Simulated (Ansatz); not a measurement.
**Zr₆Si₆HO₂₄ (cell charge +1, with a compensating background) (cell with a defect): density, localisation and related maps**

Input

```
crystal:
  lattice:
    - [0.0, 6.6775195375, 0.0]
    - [-6.6775195375, 0.0, 0.0]
    - [3.3387597687, -3.3387597687, 9.0352168343]
  atoms:
    - { symbol: Zr, position: [0.3337139972, 0.3275786205, 0.6651458519] }
    - { symbol: Zr, position: [-0.002072131, 0.001273118, 6.81786e-05] }
    - { symbol: Zr, position: [0.6692869155, 0.6682030672, 0.3347462299] }
    - { symbol: Zr, position: [0.5854527352, 0.0887688464, 0.1685391553] }
    - { symbol: Zr, position: [0.2513878648, 0.7481691707, 0.4989488429] }
    - { symbol: Zr, position: [0.9146712111, 0.415090168, 0.833628119] }
    - { symbol: Si, position: [0.5017958722, 0.5053746214, 0.0018587064] }
    - { symbol: Si, position: [0.1678434556, 0.1653199835, 0.3328284222] }
    - { symbol: Si, position: [0.8342217515, 0.8328349179, 0.6667483747] }
    - { symbol: Si, position: [0.0843102455, 0.5835213322, 0.1669545154] }
    - { symbol: Si, position: [0.7518334561, 0.2510610695, 0.5008647151] }
    - { symbol: Si, position: [0.4150117262, 0.9141313962, 0.8323381224] }
    - { symbol: O, position: [0.2539554961, 0.4188474754, 0.8789193812] }
    - { symbol: O, position: [0.9236175848, 0.1044509337, 0.2133928447] }
    - { symbol: O, position: [0.5910457184, 0.7705647261, 0.5459458814] }
    - { symbol: O, position: [0.0188607753, 0.3395206657, 0.0474428882] }
    - { symbol: O, position: [0.6909621667, 0.0078792104, 0.3814670045] }
    - { symbol: O, position: [0.3564985519, 0.6678219237, 0.7058825511] }
    - { symbol: O, position: [0.0271708239, 0.7065650202, 0.0461682481] }
    - { symbol: O, position: [0.6925620605, 0.3739357147, 0.3801973838] }
    - { symbol: O, position: [0.3610317584, 0.0369281509, 0.712102569] }
    - { symbol: O, position: [0.2913645105, 0.1057390593, 0.2127293735] }
    - { symbol: O, position: [0.9591090843, 0.7753008521, 0.5474304989] }
    - { symbol: O, position: [0.6231182166, 0.4398525492, 0.8795825542] }
    - { symbol: O, position: [0.5640467452, 0.7438468601, 0.1302593467] }
    - { symbol: O, position: [0.226354963, 0.4084992805, 0.4522248575] }
    - { symbol: O, position: [0.8883168567, 0.0768325966, 0.7862742278] }
    - { symbol: O, position: [0.32852037, 0.6410844633, 0.286275096] }
    - { symbol: O, position: [0.9954580545, 0.3106345645, 0.6209665536] }
    - { symbol: O, position: [0.6604078218, 0.9764580544, 0.9540861585] }
    - { symbol: O, position: [0.9619627688, 0.645810906, 0.2877707501] }
    - { symbol: O, position: [0.6270384584, 0.3118767525, 0.6202973619] }
    - { symbol: O, position: [0.2872646869, 0.997126863, 0.9530694064] }
    - { symbol: O, position: [0.2292100181, 0.0424618681, 0.4535136788] }
    - { symbol: O, position: [0.8978884629, 0.7097727413, 0.7875261049] }
    - { symbol: O, position: [0.5657485636, 0.3794127008, 0.1215821019] }
    - { symbol: H, position: [0.3733306719, 0.7082286809, 0.9176468306] }
  host:
    lattice:
      - [-3.3387597687, 3.3387597687, 3.0117389448]
      - [3.3387597687, -3.3387597687, 3.0117389448]
      - [3.3387597687, 3.3387597687, -3.0117389448]
    atoms:
      - { symbol: Zr, position: [0.0, 0.0, 0.0] }
      - { symbol: Zr, position: [0.75, 0.25, 0.5] }
      - { symbol: Si, position: [0.5, 0.5, 0.0] }
      - { symbol: Si, position: [0.25, 0.75, 0.5] }
      - { symbol: O, position: [0.1359052734, 0.3196651601, 0.8162401133] }
      - { symbol: O, position: [0.0696651601, 0.7534250468, 0.6837598867] }
      - { symbol: O, position: [0.0696651601, 0.3859052734, 0.3162401133] }
      - { symbol: O, position: [0.5034250468, 0.3196651601, 0.1837598867] }
      - { symbol: O, position: [0.6803348399, 0.4965749532, 0.8162401133] }
      - { symbol: O, position: [0.6140947266, 0.9303348399, 0.6837598867] }
      - { symbol: O, position: [0.2465749532, 0.9303348399, 0.3162401133] }
      - { symbol: O, position: [0.6803348399, 0.8640947266, 0.1837598867] }
total_charge: 1
basis:
  ecutwfc: 420
  xc_grid: 2
kpoints:
  mp_grid: { grid: [2, 2, 2], shift: [0.0, 0.0, 0.0] }
hamiltonian:
  xc: pbe
scf:
  occupations: { method: gaussian, width: 0.02 }
output:
  forces: true
  stress: false
  eigenvalues: true
  charged_corrections:
    defect_position: [0.41666667, 0.70833333, 0.91666667]
    epsilon: [[13.9362, 0.0, 0.0], [0.0, 13.9362, 0.0], [0.0, 0.0, 12.8342]]
  write_density: true
  write_potential: true
  elf: true
  volumetric_format: npy
relax:
  adjacent_minimum: "off"
  f_tol: 0.03
  max_steps: 40
```

Launched as:

```sh
ansatz run input.yaml --threads 8 --pin off --max-ram 16384MiB --backend cpu --events-out ev --progress --plain --runs-dir out
```

The fields are those of the run's last geometry, not of the input's.

Level of theory: DFT PBE, scalar-relativistic, plane waves, PAW (Ansatz).

The density is the valence pseudo-density of a PAW calculation; it isn't the true density close to the nuclei.

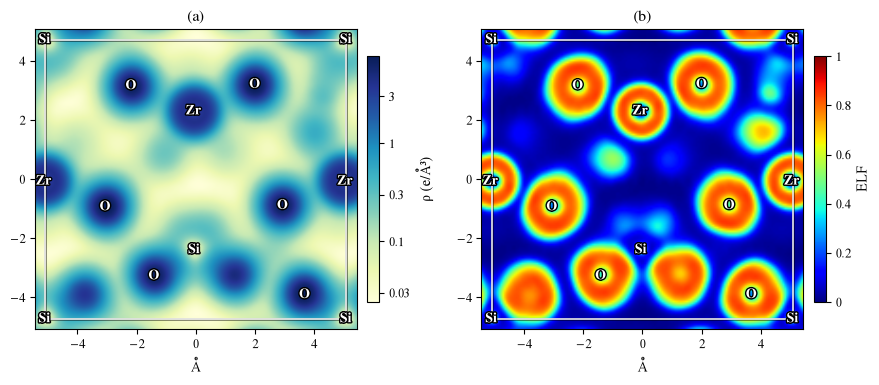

Figure 1. (a) valence electron density; (b) ELF on the (110) plane of the calculation cell.

> Describe what can be read from this map.

The section cuts through Zr, Si and O sites. Atoms just off the plane (O, 0.4 Å away and H, 0.5 Å away) can leave unmarked features too. Si–O (1.62 Å): ρ is about 1.3 e/Å³ halfway; the ELF peaks at about 0.85 between the atoms, as expected for a polar covalent bond. Between the atoms the lowest density in this plane is 0.02 e/Å³. The features right at Zr lie inside the PAW spheres, where the map follows smoothed inner orbitals and isn't to be read closely.

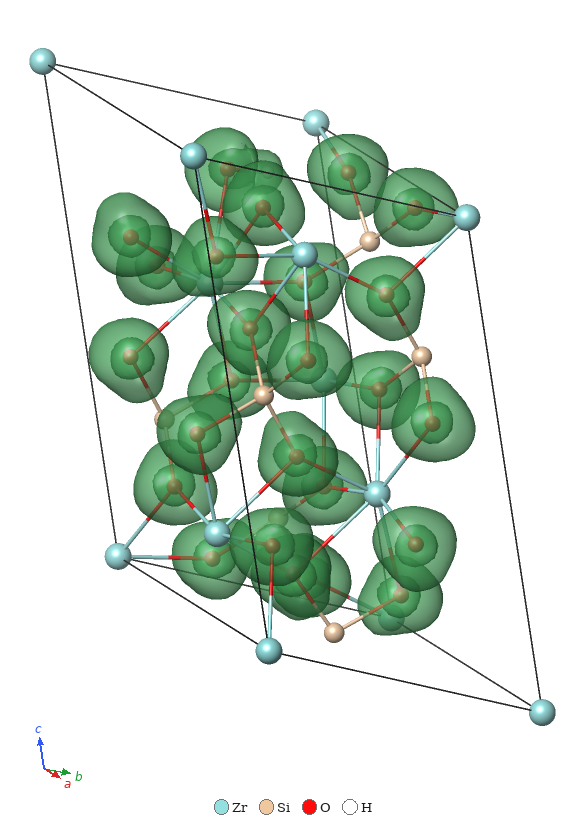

Figure 2. Isosurface of the ELF at 0.75 (green), seen slightly off an axis. Only the valence region is drawn (cores and ρ < 0.01 e/Å³ removed). Sticks mark near contacts.

> Where are the electrons localised?

The ELF exceeds this value in 23 regions on O in which the atom's valence shell and bonds are merged and one joined region spread over several atoms (H, O), in which their bonds and any lone pairs are merged, counted in one cell of 37 atoms. Regions shared between cells count once. Profiles from the grid: O–H (1.01 Å): the ELF climbs to about 0.95 towards the hydrogen, as it does in any bond to H (an ordinary covalent bond to hydrogen). Si–O (1.61 Å): the ELF peaks at about 0.85 between the atoms: a short, strongly polar bond.

> Does the calculation make it a metal, or give it a gap?

It is gapped, with a Kohn–Sham gap of 4.5 eV on the k-point mesh (the band edges may lie off the mesh, which would make the gap smaller).
